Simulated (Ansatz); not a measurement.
**Run report: AlAs, geometry relaxation (part 4 of 4)**

AlAs (slab, 20 atoms in the cell); DFT PBEsol, scalar-relativistic, plane waves, PAW, no spin polarisation (Ansatz 0.2.0); cutoff 420 eV, 7×3×1 k-mesh, Gaussian smearing of 0.05 eV. The structure derives from an entry of the Crystallography Open Database. It belongs to a series of runs on one base structure; here: (2 1 1) slab, atoms relaxed.

Geometry of the input (Å; fractional positions):
```
4.0125  0.0000  0.0000
0.0000  9.8287  0.0000
0.0000  0.0000  25.4249
Al 0.5000  0.6667  0.2950
As 0.5000  0.4167  0.2950
Al 0.0000  0.3333  0.3405
As 0.0000  0.0833  0.3405
Al 0.5000  0.0000  0.3861
As 0.5000  0.7500  0.3861
Al 0.0000  0.6667  0.4317
As 0.0000  0.4167  0.4317
Al 0.5000  0.3333  0.4772
As 0.5000  0.0833  0.4772
Al 0.0000  0.0000  0.5228
As 0.0000  0.7500  0.5228
Al 0.5000  0.6667  0.5683
As 0.5000  0.4167  0.5683
Al 0.0000  0.3333  0.6139
As 0.0000  0.0833  0.6139
Al 0.5000  0.0000  0.6595
As 0.5000  0.7500  0.6595
Al 0.0000  0.6667  0.7050
As 0.0000  0.4167  0.7050
```

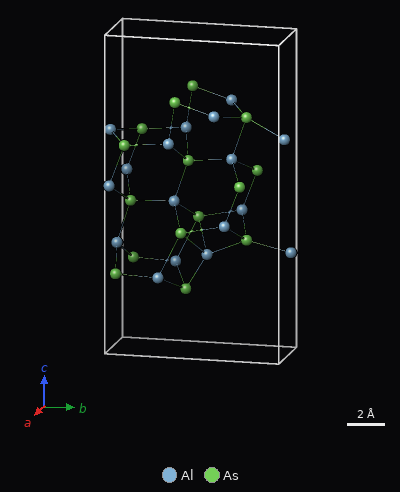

Fig. 1: The geometry at step 15 of the log (ball-and-stick view of the cell of the calculation, with the vacuum cut short, seen slightly off an axis).

## Trajectory as extended XYZ, continued
```
20
Lattice="4.0125 0.0000 0.0000 0.0000 9.8287 0.0000 0.0000 0.0000 25.4249" Properties=species:S:1:pos:R:3:forces:R:3 step=11 energy=-53378.53513
Al    2.0063    5.4652    8.9987    0.0000  -0.1160   0.0053
As    2.0063    4.0606    7.1527    0.0000   0.0767   0.1170
Al    0.0000    3.1261    8.3512    0.0000  -0.0343  -0.1657
As    0.0000    0.7208    8.3156    0.0000  -0.0285   0.0100
Al    2.0063    0.2997    9.5902    0.0000  -0.0450  -0.0193
As    2.0063    7.6024   10.0863    0.0000  -0.0355   0.0011
Al    0.0000    6.7315   11.2304    0.0000   0.0564  -0.0268
As    0.0000    4.2648   10.7775    0.0000   0.0167   0.0653
Al    2.0063    3.4205   12.0703    0.0000  -0.0177   0.0201
As    2.0063    0.9536   12.0112    0.0000   0.0113  -0.0067
Al    0.0000    0.1882   13.2171    0.0000   0.0349  -0.0243
As    0.0000    7.5534   13.5208    0.0000   0.0212   0.0544
Al    2.0063    6.6351   14.5889    0.0000   0.0002   0.0160
As    2.0063    4.1806   14.4189    0.0000   0.0184  -0.0170
Al    0.0000    3.5396   15.7603    0.0000   0.0112  -0.0279
As    0.0000    1.0383   15.5584    0.0000   0.0283   0.0337
Al    2.0063   -0.1948   16.0264    0.0000  -0.0224  -0.0451
As    2.0063    7.4275   17.0038    0.0000   0.0042  -0.0052
Al    0.0000    6.0873   17.4436    0.0000   0.0080   0.0189
As    0.0000    3.8909   18.1267    0.0000   0.0122  -0.0048
20
Lattice="4.0125 0.0000 0.0000 0.0000 9.8287 0.0000 0.0000 0.0000 25.4249" Properties=species:S:1:pos:R:3:forces:R:3 step=12 energy=-53378.56984
Al    2.0063    5.3348    9.1452    0.0000  -0.0426  -0.0985
As    2.0063    4.1058    7.1581    0.0000   0.0173   0.1483
Al    0.0000    3.0659    8.2396    0.0000  -0.0154  -0.0987
As    0.0000    0.6631    8.3009    0.0000   0.0224  -0.0324
Al    2.0063    0.2431    9.5664    0.0000  -0.0274  -0.0156
As    2.0063    7.5652   10.0887    0.0000  -0.0496   0.0177
Al    0.0000    6.7772   11.2699    0.0000  -0.0411   0.0169
As    0.0000    4.2852   10.7803    0.0000   0.0524   0.0807
Al    2.0063    3.4116   12.0833    0.0000   0.0232  -0.0502
As    2.0063    0.9552   11.9775    0.0000  -0.0004   0.0426
Al    0.0000    0.2359   13.2158    0.0000  -0.0064   0.0079
As    0.0000    7.6006   13.5684    0.0000   0.0160  -0.0553
Al    2.0063    6.6600   14.6108    0.0000   0.0147  -0.0013
As    2.0063    4.2105   14.4101    0.0000  -0.0258  -0.0134
Al    0.0000    3.5613   15.7414    0.0000  -0.0034   0.0313
As    0.0000    1.0633   15.5662    0.0000   0.0199  -0.0122
Al    2.0063   -0.2096   15.9444    0.0000   0.0012  -0.0120
As    2.0063    7.4488   17.0171    0.0000   0.0059   0.0302
Al    0.0000    6.1084   17.4545    0.0000   0.0398  -0.0083
As    0.0000    3.9051   18.1104    0.0000  -0.0004   0.0216
20
Lattice="4.0125 0.0000 0.0000 0.0000 9.8287 0.0000 0.0000 0.0000 25.4249" Properties=species:S:1:pos:R:3:forces:R:3 step=13 energy=-53378.57420
Al    2.0063    5.2748    9.1691    0.0000   0.0501   0.0063
As    2.0063    4.0814    7.1711    0.0000  -0.0366  -0.0355
Al    0.0000    3.0057    8.1888    0.0000  -0.0155  -0.0411
As    0.0000    0.6098    8.2785    0.0000   0.0001   0.0051
Al    2.0063    0.1872    9.5515    0.0000  -0.0056   0.0674
As    2.0063    7.5137   10.1056    0.0000   0.0455  -0.0014
Al    0.0000    6.7533   11.2991    0.0000   0.0674  -0.0334
As    0.0000    4.2950   10.7851    0.0000  -0.0767   0.0873
Al    2.0063    3.4181   12.0723    0.0000  -0.0645   0.0286
As    2.0063    0.9572   11.9710    0.0000  -0.0191  -0.0879
Al    0.0000    0.2472   13.2127    0.0000   0.0449  -0.0512
As    0.0000    7.6193   13.5765    0.0000  -0.0217   0.0312
Al    2.0063    6.6709   14.6220    0.0000  -0.0119   0.0029
As    2.0063    4.2112   14.4104    0.0000   0.0852   0.0310
Al    0.0000    3.5967   15.7664    0.0000  -0.0228  -0.0414
As    0.0000    1.0998   15.5468    0.0000   0.0118   0.0499
Al    2.0063   -0.1787   15.9031    0.0000  -0.0211   0.0307
As    2.0063    7.5017   17.0248    0.0000  -0.0277  -0.0095
Al    0.0000    6.1642   17.4598    0.0000   0.0323  -0.0172
As    0.0000    3.9627   18.1345    0.0000  -0.0144  -0.0223
20
Lattice="4.0125 0.0000 0.0000 0.0000 9.8287 0.0000 0.0000 0.0000 25.4249" Properties=species:S:1:pos:R:3:forces:R:3 step=14 energy=-53378.57418 accepted=F
Al    2.0063    5.2605    9.1807    0.0000  -0.0152   0.0521
As    2.0063    4.0670    7.1793    0.0000  -0.0098  -0.0474
Al    0.0000    2.9807    8.1735    0.0000   0.0216   0.0144
As    0.0000    0.5880    8.2575    0.0000  -0.0216   0.0314
Al    2.0063    0.1698    9.5347    0.0000  -0.0075  -0.0112
As    2.0063    7.5067   10.1054    0.0000   0.0073  -0.0254
Al    0.0000    6.7510   11.2984    0.0000   0.0150   0.0114
As    0.0000    4.2840   10.8255    0.0000   0.0033  -0.0637
Al    2.0063    3.3922   12.0953    0.0000   0.0381   0.0162
As    2.0063    0.9365   11.9454    0.0000   0.0798   0.0422
Al    0.0000    0.2708   13.2084    0.0000  -0.0593  -0.0186
As    0.0000    7.6412   13.5654    0.0000  -0.0179   0.0857
Al    2.0063    6.7084   14.6247    0.0000  -0.0044  -0.0335
As    2.0063    4.2519   14.4150    0.0000  -0.0858  -0.0160
Al    0.0000    3.5994   15.7522    0.0000   0.0403  -0.0034
As    0.0000    1.1027   15.5546    0.0000   0.0524  -0.0195
Al    2.0063   -0.1695   15.9268    0.0000  -0.0221  -0.0063
As    2.0063    7.5089   17.0391    0.0000   0.0354  -0.0338
Al    0.0000    6.1731   17.4483    0.0000  -0.0700   0.0207
As    0.0000    3.9682   18.1188    0.0000   0.0204   0.0049
20
Lattice="4.0125 0.0000 0.0000 0.0000 9.8287 0.0000 0.0000 0.0000 25.4249" Properties=species:S:1:pos:R:3:forces:R:3 step=15 energy=-53378.57420
Al    2.0063    5.2748    9.1691    0.0000   0.0502   0.0057
As    2.0063    4.0814    7.1711    0.0000  -0.0360  -0.0353
Al    0.0000    3.0057    8.1888    0.0000  -0.0152  -0.0410
As    0.0000    0.6098    8.2785    0.0000  -0.0004   0.0055
Al    2.0063    0.1872    9.5515    0.0000  -0.0056   0.0674
As    2.0063    7.5137   10.1056    0.0000   0.0458  -0.0015
Al    0.0000    6.7533   11.2991    0.0000   0.0675  -0.0333
As    0.0000    4.2950   10.7851    0.0000  -0.0768   0.0877
Al    2.0063    3.4181   12.0723    0.0000  -0.0645   0.0288
As    2.0063    0.9572   11.9710    0.0000  -0.0192  -0.0881
Al    0.0000    0.2472   13.2127    0.0000   0.0448  -0.0511
As    0.0000    7.6193   13.5765    0.0000  -0.0215   0.0310
Al    2.0063    6.6709   14.6220    0.0000  -0.0120   0.0029
As    2.0063    4.2112   14.4104    0.0000   0.0852   0.0310
Al    0.0000    3.5967   15.7664    0.0000  -0.0229  -0.0411
As    0.0000    1.0998   15.5468    0.0000   0.0118   0.0499
Al    2.0063   -0.1787   15.9031    0.0000  -0.0210   0.0308
As    2.0063    7.5017   17.0248    0.0000  -0.0278  -0.0096
Al    0.0000    6.1642   17.4598    0.0000   0.0319  -0.0171
As    0.0000    3.9627   18.1345    0.0000  -0.0141  -0.0226
20
Lattice="4.0125 0.0000 0.0000 0.0000 9.8287 0.0000 0.0000 0.0000 25.4249" Properties=species:S:1:pos:R:3:forces:R:3 step=16 energy=-53378.57419 accepted=F
Al    2.0063    5.2610    9.1805    0.0000  -0.0152   0.0531
As    2.0063    4.0674    7.1792    0.0000  -0.0110  -0.0480
Al    0.0000    2.9811    8.1736    0.0000   0.0214   0.0145
As    0.0000    0.5883    8.2577    0.0000  -0.0205   0.0306
Al    2.0063    0.1701    9.5348    0.0000  -0.0073  -0.0110
As    2.0063    7.5070   10.1054    0.0000   0.0067  -0.0253
Al    0.0000    6.7510   11.2983    0.0000   0.0149   0.0115
As    0.0000    4.2840   10.8255    0.0000   0.0036  -0.0643
Al    2.0063    3.3922   12.0953    0.0000   0.0380   0.0162
As    2.0063    0.9365   11.9455    0.0000   0.0800   0.0421
Al    0.0000    0.2707   13.2084    0.0000  -0.0591  -0.0185
As    0.0000    7.6410   13.5652    0.0000  -0.0182   0.0859
Al    2.0063    6.7082   14.6246    0.0000  -0.0043  -0.0333
As    2.0063    4.2517   14.4151    0.0000  -0.0854  -0.0160
Al    0.0000    3.5992   15.7523    0.0000   0.0402  -0.0037
As    0.0000    1.1025   15.5547    0.0000   0.0524  -0.0193
Al    2.0063   -0.1696   15.9270    0.0000  -0.0222  -0.0063
As    2.0063    7.5086   17.0389    0.0000   0.0355  -0.0338
Al    0.0000    6.1727   17.4483    0.0000  -0.0694   0.0205
As    0.0000    3.9679   18.1189    0.0000   0.0200   0.0053
20
Lattice="4.0125 0.0000 0.0000 0.0000 9.8287 0.0000 0.0000 0.0000 25.4249" Properties=species:S:1:pos:R:3:forces:R:3 step=17 energy=-53378.57801
Al    2.0063    5.2757    9.1716    0.0000  -0.0164  -0.0075
As    2.0063    4.0727    7.1716    0.0000   0.0165  -0.0045
Al    0.0000    2.9974    8.1814    0.0000  -0.0073   0.0019
As    0.0000    0.6039    8.2841    0.0000  -0.0091   0.0051
Al    2.0063    0.1854    9.5585    0.0000   0.0116  -0.0052
As    2.0063    7.5178   10.1032    0.0000   0.0137  -0.0108
Al    0.0000    6.7613   11.2950    0.0000   0.0008   0.0112
As    0.0000    4.2924   10.8011    0.0000  -0.0042   0.0090
Al    2.0063    3.4143   12.0818    0.0000  -0.0160   0.0187
As    2.0063    0.9558   11.9662    0.0000   0.0090  -0.0181
Al    0.0000    0.2580   13.2111    0.0000  -0.0076   0.0057
As    0.0000    7.6264   13.5748    0.0000   0.0070   0.0042
Al    2.0063    6.6852   14.6204    0.0000  -0.0185  -0.0001
As    2.0063    4.2277   14.4129    0.0000   0.0033  -0.0068
Al    0.0000    3.5857   15.7525    0.0000   0.0358   0.0146
As    0.0000    1.0940   15.5568    0.0000  -0.0177  -0.0009
Al    2.0063   -0.1865   15.9172    0.0000   0.0584  -0.0232
As    2.0063    7.4999   17.0294    0.0000  -0.0288   0.0025
Al    0.0000    6.1622   17.4389    0.0000  -0.0316   0.0248
As    0.0000    3.9620   18.1203    0.0000   0.0012  -0.0204
20
Lattice="4.0125 0.0000 0.0000 0.0000 9.8287 0.0000 0.0000 0.0000 25.4249" Properties=species:S:1:pos:R:3:forces:R:3 step=18 energy=-53378.57883
Al    2.0063    5.2668    9.1785    0.0000   0.0030  -0.0076
As    2.0063    4.0770    7.1696    0.0000   0.0030   0.0123
Al    0.0000    2.9938    8.1738    0.0000  -0.0011  -0.0058
As    0.0000    0.6001    8.2785    0.0000   0.0012  -0.0016
Al    2.0063    0.1839    9.5521    0.0000  -0.0012   0.0016
As    2.0063    7.5163   10.1007    0.0000  -0.0090  -0.0006
Al    0.0000    6.7632   11.2978    0.0000   0.0016  -0.0037
As    0.0000    4.2915   10.8071    0.0000   0.0065   0.0059
Al    2.0063    3.4084   12.0870    0.0000  -0.0024  -0.0030
As    2.0063    0.9528   11.9602    0.0000   0.0010   0.0014
Al    0.0000    0.2586   13.2099    0.0000  -0.0060  -0.0022
As    0.0000    7.6280   13.5776    0.0000   0.0052   0.0004
Al    2.0063    6.6839   14.6210    0.0000   0.0027   0.0064
As    2.0063    4.2286   14.4136    0.0000   0.0021   0.0011
Al    0.0000    3.5951   15.7556    0.0000   0.0037   0.0028
As    0.0000    1.1012   15.5538    0.0000  -0.0044  -0.0038
Al    2.0063   -0.1788   15.9121    0.0000  -0.0048   0.0074
As    2.0063    7.5003   17.0284    0.0000  -0.0083  -0.0134
Al    0.0000    6.1610   17.4486    0.0000   0.0108   0.0074
As    0.0000    3.9599   18.1232    0.0000  -0.0035  -0.0051
20
Lattice="4.0125 0.0000 0.0000 0.0000 9.8287 0.0000 0.0000 0.0000 25.4249" Properties=species:S:1:pos:R:3:forces:R:3 step=19 energy=-53378.57883
Al    2.0063    5.2668    9.1785    0.0000   0.0030  -0.0075
As    2.0063    4.0770    7.1696    0.0000   0.0030   0.0123
Al    0.0000    2.9938    8.1738    0.0000  -0.0011  -0.0058
As    0.0000    0.6001    8.2785    0.0000   0.0012  -0.0016
Al    2.0063    0.1839    9.5521    0.0000  -0.0012   0.0016
As    2.0063    7.5163   10.1007    0.0000  -0.0091  -0.0006
Al    0.0000    6.7632   11.2978    0.0000   0.0016  -0.0037
As    0.0000    4.2915   10.8071    0.0000   0.0065   0.0059
Al    2.0063    3.4084   12.0870    0.0000  -0.0023  -0.0030
As    2.0063    0.9528   11.9602    0.0000   0.0010   0.0014
Al    0.0000    0.2586   13.2099    0.0000  -0.0060  -0.0022
As    0.0000    7.6280   13.5776    0.0000   0.0052   0.0004
Al    2.0063    6.6839   14.6210    0.0000   0.0027   0.0064
As    2.0063    4.2286   14.4136    0.0000   0.0021   0.0011
Al    0.0000    3.5951   15.7556    0.0000   0.0037   0.0028
As    0.0000    1.1012   15.5538    0.0000  -0.0044  -0.0038
Al    2.0063   -0.1788   15.9121    0.0000  -0.0048   0.0073
As    2.0063    7.5003   17.0284    0.0000  -0.0083  -0.0134
Al    0.0000    6.1610   17.4486    0.0000   0.0109   0.0074
As    0.0000    3.9599   18.1232    0.0000  -0.0036  -0.0050
```

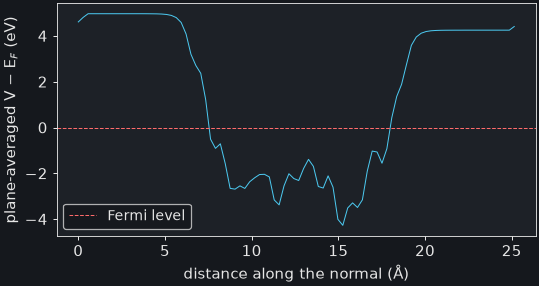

Fig. 2: Plane average of the electrostatic potential energy of an electron across the cell, from the Fermi level. The vacuum level lies 4.25 eV above the Fermi level on the upper side and 4.97 eV on the lower.

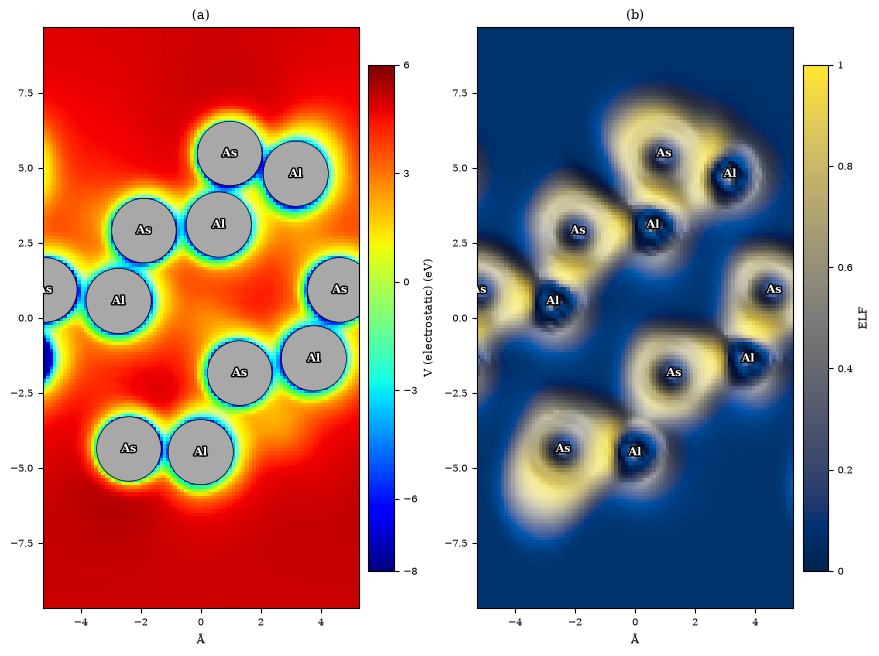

Fig. 3: (a) electrostatic potential (local pseudopotential plus Hartree) felt by an electron; (b) ELF on the (100) plane of the calculation cell, a cut from vacuum to vacuum. Grey discs, where drawn, cover atomic cores. Al–As (2.30 Å): the ELF peaks at about 0.85 between the atoms, which marks localised, shared-pair bonding. Al–As (2.44 Å): the ELF peaks at about 0.90 between the atoms (a shared electron pair). Core electrons are frozen (PAW), so the fields are smoothed inside the atomic spheres.
